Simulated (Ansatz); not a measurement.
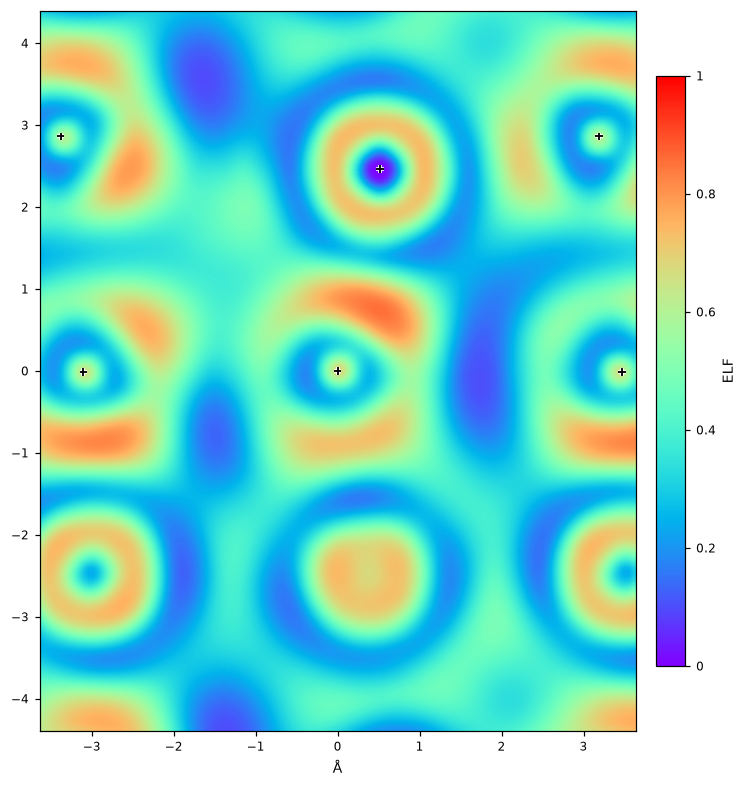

The ELF on a plane through atoms (crosses mark nuclei in the plane).

Theory: DFT r2SCAN, scalar-relativistic, plane waves, PAW in Ansatz 0.2.0.

Candidates:
A. WS2, a = 3.18 Å, b = 3.18 Å, c = 16.95 Å, α = 90.00°, β = 90.00°, γ = 120.00°. Space group P-6m2; a structure from a database of computed crystals, not necessarily the ambient phase.
B. Si2W, a = 6.52 Å, b = 6.57 Å, c = 8.09 Å, α = 92.06°, β = 92.47°, γ = 92.59°. Space group P1; a generated structure, not necessarily the stable one.

Which system is this?

Candidate B: Si2W on the (100) plane of the conventional cell, which holds Si and W.
